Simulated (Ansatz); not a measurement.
## Geometry relaxation, with input and output: ZrS

The run: geometry relaxation of ZrS (Fm-3m, 2 atoms in the cell). Method and program: DFT PBEsol, scalar-relativistic, plane waves, PAW, no spin polarisation (Ansatz 0.2.0).

The structure derives from an entry of the Crystallography Open Database. It belongs to a series of runs on one base structure; here: relaxed functional: PBEsol.

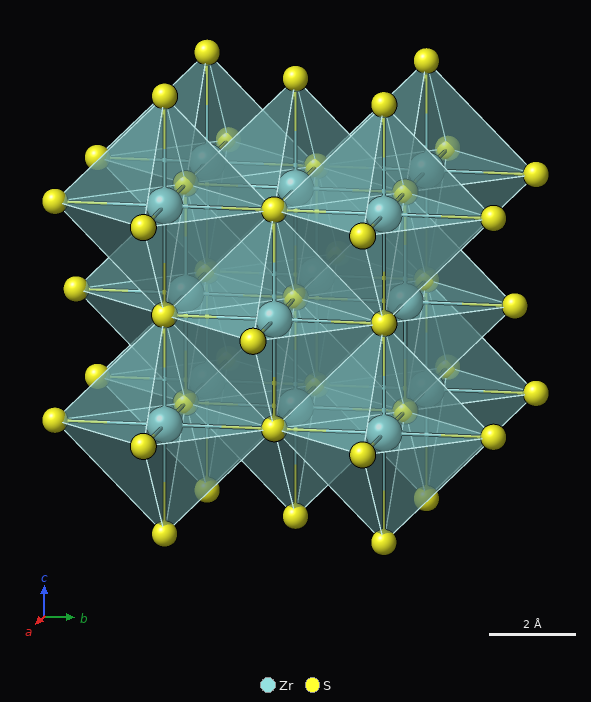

**Figure 1.** The structure as given in the input (polyhedral view of the cell 4 times as large as that of the calculation, set on its symmetry axes, seen slightly off an axis; polyhedra are completed across the faces of the cell). An atom can appear more than once, as a periodic image.

**Summary**

| quantity | value |
| --- | --- |
| outcome | converged |
| space group (tolerance 0.01 Å) | Fm-3m (225) |
| electrons treated | 18 |
| free energy | −5016.6054 eV |
| Fermi energy | 15.279 eV |
| gap on the k-point mesh | none (metallic) |
| pressure | −0.01 GPa |
| final volume | 34.47 Å³ |
| largest force (length of the vector) at the end | under 0.001 eV/Å |
| final cell | a = 3.653 Å, b = 3.653 Å, c = 3.653 Å, α = 60.00°, β = 60.00°, γ = 60.00° |
| hardware | 1 thread of Arm Neoverse V1, 24 GiB of memory available, shared host |
| wall time | 19 s |
| peak memory | 0.36 GiB |

**The input**
```yaml
crystal:
  lattice:
    - [0.0, 2.625, 2.625]
    - [2.625, 0.0, 2.625]
    - [2.625, 2.625, 0.0]
  atoms:
    - { symbol: Zr, position: [0.0, 0.0, 0.0] }
    - { symbol: S, position: [0.5, 0.5, 0.5] }
basis:
  ecutwfc: 420
kpoints:
  mp_grid: { grid: [14, 14, 14] }
hamiltonian:
  xc: pbesol
scf:
  occupations: { method: gaussian, width: 0.1 }
output:
  forces: true
  stress: true
  eigenvalues: true
relax:
  adjacent_minimum: "off"
  f_tol: 0.01
  max_steps: 60
  cell: { stress_tol: 0.05 }
```

Run as:
```bash
ansatz run input.yaml --threads 1 --pin off --max-ram 2560MiB --backend cpu --events-out ev --progress --plain --runs-dir out
```

**The program's output**
```
Engine: ansatz 0.2.0, aarch64-unknown-linux-gnu
Pseudopotentials: kind: paw
Pseudopotential: Zr, paw, valence charge 12, recommended cutoff 420 eV (normal), Zr.paw.azcp
Pseudopotential: S, paw, valence charge 6, recommended cutoff 420 eV (normal), S.paw.azcp
Functional definition: PBEsol
  exchange = pbesol_x
  correlation = pbesol_c
Crystal: 2 atoms, lattice volume = 36.176 Å³
Basis set: ecut = 420 eV, 725 PW (Γ), exchange–correlation on 50×50×50 points (8 copies of the dense FFT grid, shifted against one another)
Bands: 13, of which v1, the nominal top of the filled ones, is band 9 counted from 1 (8 counted from 0)
Symmetry: 48 space group operations
Space group: Fm-3m (ITA 225), of the structure as read, at distance tolerance 3.3e-5 Å
k-points: 104 of 2744
Non-local potential: Zr, projectors of the file, l = 0: 3, l = 1: 2, l = 2: 2, l = 3: 2
Non-local potential: S, projectors of the file, l = 0: 2, l = 1: 2, l = 2: 2
PAW form: soft (Blöchl's): semilocal exchange-correlation on the pseudo side does not see the compensation charge
PAW frozen core: Zr, regenerated for the run's functional, and the local potential with it (the file was generated under x = pbe(κ = 0.804, μ = 0.2195149727645171), c = pbe(β = 0.06672455060314922))
PAW frozen core: S, regenerated for the run's functional, and the local potential with it (the file was generated under x = pbe(κ = 0.804, μ = 0.2195149727645171), c = pbe(β = 0.06672455060314922))
PAW one-centre angular grid: Zr, 590 points (default); XC on 64 Gauss nodes
PAW one-centre angular grid: S, 110 points (default); XC on 64 Gauss nodes
Initial density: superposition of atomic densities (neutral atoms: chi_scale 0, normalization atom), corrected by the library's trained network
Initial wavefunctions: pseudopotential atomic-orbital guess
Functional: x = pbesol(κ = 0.804, μ = 0.12345679012345678), c = pbesol(β = 0.046)
SCF iter   1: F=—  HF=-5016.573303 eV  |F-HF|=—  |Δ(HF+E_count)|=         —  Δρ=3.85e-3  dr2=6.44e-3  ethr=1.77e-3  ⟨swp⟩=5.3  Hψ=16953  notcnv=0
automatic band count: the SCF goes on with 17 bands, as 13 were too few: the levels above may hold too much charge
preconditioner: auto → Kerker (q_TF=auto, 2.429 Å⁻¹)  [metal: Δε(μ)=0.003 eV  Ē_g=11.396 eV  σ=0.100 eV  W_gap=0.02  n_scr=14 (ndim 8)  ℏωp=19.5 eV  f_vac=0.000  D(μ)=1.53/eV (n_scr^D=14)]
SCF iter   2: F=—  HF=-5016.570311 eV  |F-HF|=—  |Δ(HF+E_count)|=   2.99e-3  Δρ=2.56e-3  dr2=2.83e-3  ethr=3.58e-5  ⟨swp⟩=1.4  Hψ=2706  notcnv=0
SCF iter   3: F=—  HF=-5016.569529 eV  |F-HF|=—  |Δ(HF+E_count)|=   7.82e-4  Δρ=6.39e-4  dr2=1.05e-4  ethr=1.57e-5  ⟨swp⟩=2.8  Hψ=2392  notcnv=0
SCF iter   4: F=—  HF=-5016.569500 eV  |F-HF|=—  |Δ(HF+E_count)|=   2.93e-5  Δρ=1.97e-4  dr2=9.01e-6  ethr=5.81e-7  ⟨swp⟩=2.7  Hψ=2373  notcnv=0
SCF iter   5: F=—  HF=-5016.569517 eV  |F-HF|=—  |Δ(HF+E_count)|=   1.70e-5  Δρ=3.38e-5  dr2=5.02e-7  ethr=5.00e-8  ⟨swp⟩=2.3  Hψ=2461  notcnv=0
SCF iter   6: F=-5016.569517 eV  HF=-5016.569517 eV  |F-HF|=9.44e-9  |Δ(HF+E_count)|=   3.24e-8  Δρ=6.81e-6  dr2=1.95e-8  ethr=5.56e-10  ⟨swp⟩=7.2  Hψ=7481  notcnv=0
SCF 1 converged in 6 iterations: F = -5016.569517 eV  dr2 = 1.95e-8
  greatest PAW one-centre occupation: 0.996 electrons in one spin orbital (limit 2), on the Zr atom at site 0 (counted from 0), in its partial waves of l = 0
relax step   1: F+E_penalty+E_count = -5016.56951655 eV  Δ(F+E_penalty+E_count) = +0.000e0 eV  max|allowed force component| = 2.597e-30 eV/Å  Δτ_max = 0.0000 Å  P = -6.433 GPa  Ω = 36.176 Å³  (6 SCF iters, dr2 threshold 1.00e-7 eV, accepted)
Crystal: 2 atoms, lattice volume = 33.406 Å³
Basis set: ecut = 420 eV, 645 PW (Γ), exchange–correlation on 50×50×50 points (8 copies of the dense FFT grid, shifted against one another)
Bands: 17, of which v1, the nominal top of the filled ones, is band 9 counted from 1 (8 counted from 0)
Initial density: handed on by an earlier stage of this run
Initial wavefunctions: those handed on with the density
iter 1 solved again at ethr=4.30e-6 eV; its pass at ethr=3.10e-3 eV (dr2=7.73e-4 eV) is discarded
SCF iter   1: F=—  HF=-5016.590010 eV  |F-HF|=—  |Δ(HF+E_count)|=         —  Δρ=1.68e-3  dr2=8.21e-4  ethr=4.30e-6  ⟨swp⟩=2.5  Hψ=12008  notcnv=0
preconditioner: auto → Kerker (q_TF=auto, 2.461 Å⁻¹)  [metal: Δε(μ)=0.020 eV  Ē_g=12.010 eV  σ=0.100 eV  W_gap=0.11  n_scr=14 (ndim 8)  ℏωp=20.3 eV  f_vac=0.000  D(μ)=1.39/eV (n_scr^D=14)]
SCF iter   2: F=—  HF=-5016.589814 eV  |F-HF|=—  |Δ(HF+E_count)|=   1.96e-4  Δρ=1.04e-3  dr2=3.49e-4  ethr=4.30e-6  ⟨swp⟩=1.0  Hψ=1768  notcnv=0
SCF iter   3: F=—  HF=-5016.589719 eV  |F-HF|=—  |Δ(HF+E_count)|=   9.52e-5  Δρ=1.77e-4  dr2=1.17e-5  ethr=1.94e-6  ⟨swp⟩=1.2  Hψ=1883  notcnv=0
SCF iter   4: F=—  HF=-5016.589730 eV  |F-HF|=—  |Δ(HF+E_count)|=   1.11e-5  Δρ=4.61e-5  dr2=5.63e-7  ethr=6.47e-8  ⟨swp⟩=1.2  Hψ=1860  notcnv=0
SCF iter   5: F=-5016.589730 eV  HF=-5016.589730 eV  |F-HF|=2.49e-9  |Δ(HF+E_count)|=   3.34e-8  Δρ=6.53e-6  dr2=6.49e-9  ethr=1.11e-9  ⟨swp⟩=4.6  Hψ=6301  notcnv=0
SCF 2 converged in 5 iterations: F = -5016.589730 eV  dr2 = 6.49e-9
relax step   2: F+E_penalty+E_count = -5016.58972980 eV  Δ(F+E_penalty+E_count) = -2.021e-2 eV  max|allowed force component| = 1.433e-29 eV/Å  Δτ_max = 0.0000 Å  P = +4.974 GPa  Ω = 33.406 Å³  energy of the carried Pulay correction = +4.168e-4 eV  (5 SCF iters, dr2 threshold 2.00e-7 eV, accepted)
Crystal: 2 atoms, lattice volume = 34.560 Å³
iter 1 solved again at ethr=1.27e-6 eV; its pass at ethr=3.10e-3 eV (dr2=2.29e-4 eV) is discarded
SCF iter   1: F=—  HF=-5016.605519 eV  |F-HF|=—  |Δ(HF+E_count)|=         —  Δρ=7.58e-4  dr2=1.86e-4  ethr=1.27e-6  ⟨swp⟩=2.0  Hψ=10740  notcnv=0
preconditioner: auto → Kerker (q_TF=auto, 2.447 Å⁻¹)  [metal: Δε(μ)=0.023 eV  Ē_g=11.749 eV  σ=0.100 eV  W_gap=0.13  n_scr=14 (ndim 8)  ℏωp=20.0 eV  f_vac=0.000  D(μ)=1.45/eV (n_scr^D=14)]
SCF iter   2: F=—  HF=-5016.605493 eV  |F-HF|=—  |Δ(HF+E_count)|=   2.52e-5  Δρ=4.68e-4  dr2=7.67e-5  ethr=1.03e-6  ⟨swp⟩=1.0  Hψ=1768  notcnv=0
SCF iter   3: F=—  HF=-5016.605474 eV  |F-HF|=—  |Δ(HF+E_count)|=   1.98e-5  Δρ=8.73e-5  dr2=3.07e-6  ethr=4.26e-7  ⟨swp⟩=1.2  Hψ=1860  notcnv=0
SCF iter   4: F=-5016.605473 eV  HF=-5016.605473 eV  |F-HF|=9.23e-9  |Δ(HF+E_count)|=   3.04e-7  Δρ=2.20e-5  dr2=1.32e-7  ethr=1.11e-9  ⟨swp⟩=3.0  Hψ=5961  notcnv=0
SCF 3 converged in 4 iterations: F = -5016.605473 eV  dr2 = 1.32e-7
relax step   3: F+E_penalty+E_count = -5016.60547329 eV  Δ(F+E_penalty+E_count) = -1.574e-2 eV  max|allowed force component| = 2.630e-30 eV/Å  Δτ_max = 0.0000 Å  P = -0.390 GPa  Ω = 34.560 Å³  energy of the carried Pulay correction = +2.392e-4 eV  (4 SCF iters, dr2 threshold 2.00e-7 eV, accepted)
Crystal: 2 atoms, lattice volume = 34.470 Å³
iter 1 solved again at ethr=4.48e-9 eV; its pass at ethr=3.10e-3 eV (dr2=8.06e-7 eV) is discarded
SCF iter   1: F=—  HF=-5016.605582 eV  |F-HF|=—  |Δ(HF+E_count)|=         —  Δρ=5.60e-5  dr2=5.91e-7  ethr=4.48e-9  ⟨swp⟩=2.0  Hψ=9689  notcnv=0
preconditioner: auto → Kerker (q_TF=auto, 2.448 Å⁻¹)  [metal: Δε(μ)=0.023 eV  Ē_g=11.770 eV  σ=0.100 eV  W_gap=0.13  n_scr=14 (ndim 8)  ℏωp=20.0 eV  f_vac=0.000  D(μ)=1.44/eV (n_scr^D=14)]
SCF iter   2: F=—  HF=-5016.605599 eV  |F-HF|=—  |Δ(HF+E_count)|=   1.61e-5  Δρ=3.24e-5  dr2=2.25e-7  ethr=3.28e-9  ⟨swp⟩=1.0  Hψ=1768  notcnv=0
SCF iter   3: F=-5016.605598 eV  HF=-5016.605598 eV  |F-HF|=2.71e-9  |Δ(HF+E_count)|=   8.12e-8  Δρ=4.93e-6  dr2=9.72e-9  ethr=1.11e-9  ⟨swp⟩=4.2  Hψ=5206  notcnv=0
SCF 4 converged in 3 iterations: F = -5016.605598 eV  dr2 = 9.72e-9
relax step   4: F+E_penalty+E_count = -5016.60559845 eV  Δ(F+E_penalty+E_count) = -1.252e-4 eV  max|allowed force component| = 3.287e-30 eV/Å  Δτ_max = 0.0000 Å  P = -0.008 GPa  Ω = 34.470 Å³  energy of the carried Pulay correction = +2.528e-4 eV  (3 SCF iters, dr2 threshold 2.00e-7 eV, accepted)
Initial wavefunctions: pseudopotential atomic-orbital guess (no wavefunctions were taken with the density)
iter 1 solved again at ethr=1.07e-6 eV; its pass at ethr=3.10e-3 eV (dr2=1.92e-4 eV) is discarded
SCF iter   1: F=—  HF=-5016.605341 eV  |F-HF|=—  |Δ(HF+E_count)|=         —  Δρ=3.88e-5  dr2=6.19e-8  ethr=1.07e-6  ⟨swp⟩=2.1  Hψ=12873  notcnv=0
eigensolver tolerance schedule: the retry pair's looser diagonalisation over-reported the residual by 3106.50 of it (diagonalisation noise at an unbounded share of the residual, at the tolerance the schedule requests for it); recorded, not acted on — ethr = c·dr2/N_el stays at c = 1.0e-1
SCF iter   2: F=—  HF=-5016.605357 eV  |F-HF|=—  |Δ(HF+E_count)|=   1.61e-5  Δρ=2.23e-5  dr2=2.28e-8  ethr=3.44e-10  ⟨swp⟩=2.4  Hψ=2859  notcnv=0
SCF iter   3: F=—  HF=-5016.605357 eV  |F-HF|=—  |Δ(HF+E_count)|=   3.37e-8  Δρ=3.01e-6  dr2=8.49e-10  ethr=1.26e-10  ⟨swp⟩=3.0  Hψ=2728  notcnv=0
SCF iter   4: F=—  HF=-5016.605357 eV  |F-HF|=—  |Δ(HF+E_count)|=  1.21e-10  Δρ=1.29e-6  dr2=2.33e-10  ethr=4.72e-12  ⟨swp⟩=1.0  Hψ=1768  notcnv=0
SCF iter   5: F=-5016.605357 eV  HF=-5016.605357 eV  |F-HF|=1.82e-12  |Δ(HF+E_count)|=  1.82e-12  Δρ=4.12e-7  dr2=1.15e-11  ethr=1.00e-12  ⟨swp⟩=4.0  Hψ=7284  notcnv=0
SCF 5 converged in 5 iterations: F = -5016.605357 eV  dr2 = 1.15e-11
relax step   5: F+E_penalty+E_count = -5016.60535740 eV  Δ(F+E_penalty+E_count) = +2.410e-4 eV  max|allowed force component| = 1.183e-30 eV/Å  Δτ_max = 0.0000 Å  P = -0.011 GPa  Ω = 34.470 Å³  stress off target by 1.06e-2 GPa  SCF on the basis re-selected at this cell (its energy is not comparable with the rows above)  (5 SCF iters)
```

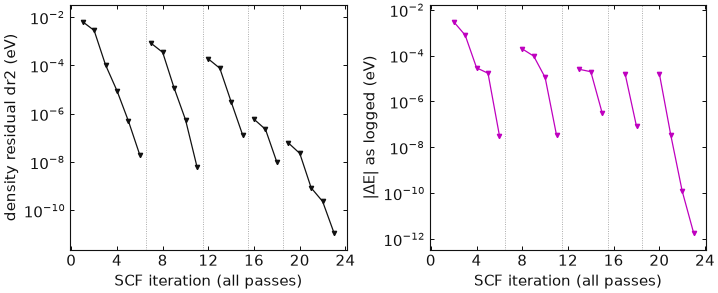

**Figure 2.** Convergence of the self-consistent field: density residual dr2 and size of the energy change against the SCF iteration. The dotted lines part the SCF passes of the relaxation: geometry steps, rejected trials and re-solves on a re-selected basis. The 5 passes take 3 to 6 iterations each, 23 in all.

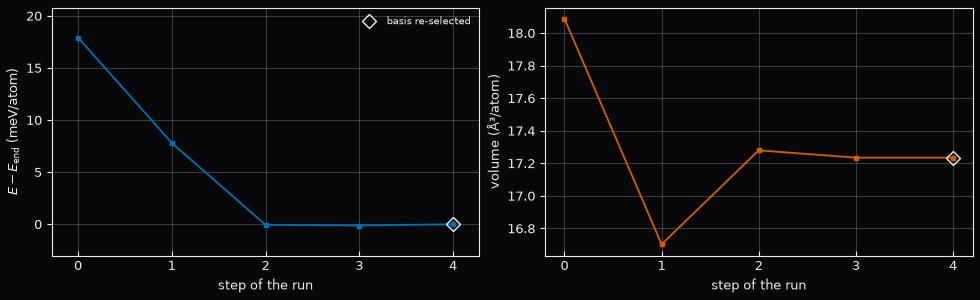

**Figure 3.** Progress of the relaxation, step by step (the first geometry is step 0 here and step 1 in the log).

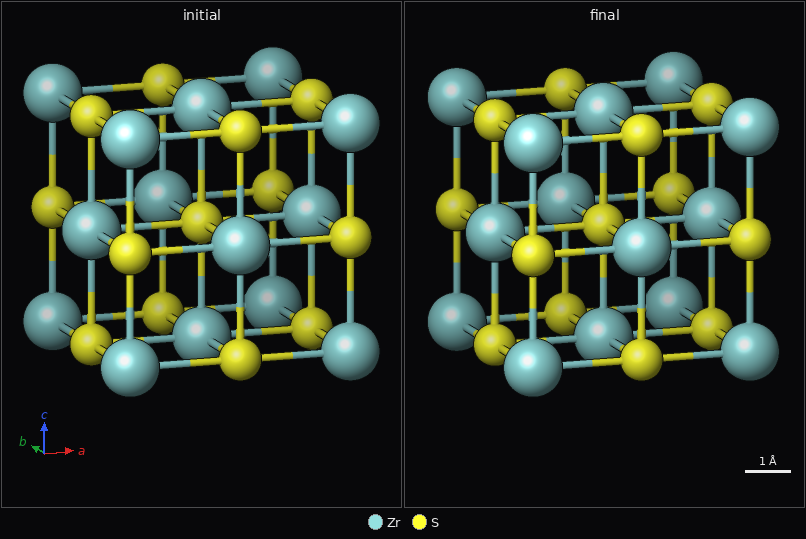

**Figure 4.** Before (left) and after (right) the relaxation, at one scale (ball-and-stick view of the cell 4 times as large as that of the calculation, set on its symmetry axes, seen slightly off an axis). After 3 geometry steps the energy has fallen by 18.0 meV per atom. All forces vanish by symmetry, so only the cell relaxes. Pressure: −6.43 GPa at the start and −0.01 GPa at the end. The atoms keep their places relative to the cell (all moves are under 0.005 Å). The volume changes by −4.7 %, with a = b = c 5.250 → 5.166 Å (−1.6 %). Among the contacts that change: Zr1–S2 2.625 → 2.583 Å. The space group stays Fm-3m (No. 225). A last SCF at the same geometry on a re-selected plane-wave basis shifts the energy by +0.1 meV per atom. (Atoms are counted from 1 in the order of the input.)

```
basis re-selected at this cell: Δ(F+E_penalty+E_count) = +2.410e-4 eV, ΔP = -0.002 GPa vs the last step (what re-selecting the basis moved, of the pressure what is left beyond the Pulay correction that the steps carried, after the strain that the cell walked since its last selection, with what the two solves' SCF thresholds leave and, on support functions, any second-order correction that the steps lacked; it is no measure of the basis error at this ecutwfc). This SCF's stress stands 1.06e-2 GPa from its target on what of the cell is left free (relax.cell.stress_tol is 5.00e-2 GPa) and its largest allowed force component is 1.18e-30 eV/Å (relax.f_tol is 1.00e-2 eV/Å): within both
SCF converged after 5 iterations
Free energy (F): -5016.605357 eV
Harris-Foulkes:  -5016.605357 eV  (|F-HF|=1.82e-12)
Internal energy: -5016.598139 eV  (E = F + TS)
E sigma→0 (E₀):  -5016.601748 eV
Entropy (-TS):   -0.007219 eV (-3.609 meV/atom)
Fermi energy:    15.279341 eV
--- Per-component energies (eV) ---
  E_band       = -60.136066
  E_kinetic    = 446.500839
  E_local      = -672.137701  (includes V_loc(G=0)·N_el)
  E_nonlocal   = 109.510580
  E_hartree    = 212.249113
  E_xc         = -259.672012
  E_vxc        = -281.910438  (∫ρ·V_xc dr)
  E_paw        = -3484.435014  (= ΣΔE_a)
  E_vpaw       = -86.597580  (= ΣTr[D̂ρ^β])
  E_aug_tail   = 0.000027  (compensation charges beyond the density's cutoff)
  E_ewald      = -1368.841641
  E_core_change = 0.227670  (= ΣΔE_core)
  E_smearing   = -0.007219  (= −TS)
  E_closure    = 0.000000  (closes the sum)
  Σ components = -5016.605357   (vs F -5016.605357, Δ=0.00e0)
--- Forces (eV/Å), atoms counted from 1 ---
  atom   1  Zr    -0.00000000    -0.00000000    -0.00000000
  atom   2  S      0.00000000     0.00000000     0.00000000
  max |Σ_I F_I| component: 2.63e-31 eV/Å
--- Stress (GPa, compression-positive) ---
       -0.010585       0.000000      -0.000000
        0.000000      -0.010585       0.000000
       -0.000000       0.000000      -0.010585
  P = ⅓ Tr σ = -0.0106 GPa (-0.106 kbar)
--- Band table (eV; the first three rows and the last of 104) ---
  k-point 0: bands = ["-34.5035", "-12.4991", "-12.4991", "-12.4991", "-0.7603", "11.7685", "11.7685", "11.7685", "13.8035", "13.8035", "13.8035", "14.5255", "14.5255", "17.4841", "22.4144", "27.8605", "27.8605"]
  k-point 1: bands = ["-34.5018", "-12.5215", "-12.5009", "-12.5009", "-0.6875", "11.3375", "11.4712", "11.4712", "13.9317", "13.9317", "13.9824", "14.9070", "14.9070", "17.7912", "22.6515", "27.4003", "27.5984"]
  k-point 2: bands = ["-34.4972", "-12.5834", "-12.5060", "-12.5060", "-0.4788", "10.4321", "10.8832", "10.8832", "14.2375", "14.2375", "14.2728", "15.8181", "15.8181", "18.5700", "23.2383", "26.4915", "26.8143"]
  k-point 103: bands = ["-34.4592", "-12.7536", "-12.7091", "-12.6511", "0.4702", "9.0784", "9.1562", "9.3994", "14.6551", "15.9410", "17.1012", "17.8412", "17.9035", "22.5505", "23.4075", "24.1033", "24.9250"]
--- Relaxed structure (4 steps of the walk, 4 accepted, 1 SCFs on fresh bases) ---
  F+E_penalty+E_count = -5016.60535740 eV   max|allowed force component| = 1.183e-30 eV/Å   (the final SCF, on the basis selected at the relaxed cell)
  cell:  # Å, volume = 34.4700 Å³
    - [4.936141660051095e-34, 2.583075348099076, 2.583075348099076]
    - [2.583075348099076, 9.776745084934928e-34, 2.583075348099076]
    - [2.583075348099076, 2.583075348099076, -5.859677837829926e-34]
  atoms:
    - { symbol: Zr, position: [-2.292773743317375e-35, 3.6684379893081887e-35, 1.5285158288779914e-35] }
    - { symbol: S, position: [0.5, 0.5, 0.5] }
```

**Trajectory as extended XYZ (Å, eV, eV/Å), 5 frames, from step=1 to step=5**
```
2
Lattice="0.0000 2.6250 2.6250 2.6250 0.0000 2.6250 2.6250 2.6250 0.0000" Properties=species:S:1:pos:R:3:forces:R:3 step=1 energy=-5016.56952 pressure_GPa=-6.43
Zr    0.0000    0.0000    0.0000    0.0000   0.0000   0.0000
S     2.6250    2.6250    2.6250    0.0000   0.0000   0.0000
2
Lattice="0.0000 2.5562 2.5562 2.5562 0.0000 2.5562 2.5562 2.5562 0.0000" Properties=species:S:1:pos:R:3:forces:R:3 step=2 energy=-5016.58973 pressure_GPa=4.97
Zr    0.0000    0.0000    0.0000    0.0000   0.0000   0.0000
S     2.5562    2.5562    2.5562    0.0000   0.0000   0.0000
2
Lattice="0.0000 2.5853 2.5853 2.5853 0.0000 2.5853 2.5853 2.5853 0.0000" Properties=species:S:1:pos:R:3:forces:R:3 step=3 energy=-5016.60547 pressure_GPa=-0.39
Zr    0.0000    0.0000    0.0000    0.0000   0.0000   0.0000
S     2.5853    2.5853    2.5853    0.0000   0.0000   0.0000
2
Lattice="0.0000 2.5831 2.5831 2.5831 0.0000 2.5831 2.5831 2.5831 0.0000" Properties=species:S:1:pos:R:3:forces:R:3 step=4 energy=-5016.60560 pressure_GPa=-0.01
Zr    0.0000    0.0000    0.0000    0.0000   0.0000   0.0000
S     2.5831    2.5831    2.5831    0.0000   0.0000   0.0000
2
Lattice="0.0000 2.5831 2.5831 2.5831 0.0000 2.5831 2.5831 2.5831 0.0000" Properties=species:S:1:pos:R:3:forces:R:3 step=5 energy=-5016.60536 pressure_GPa=-0.01
Zr    0.0000    0.0000    0.0000    0.0000   0.0000   0.0000
S     2.5831    2.5831    2.5831    0.0000   0.0000   0.0000
```
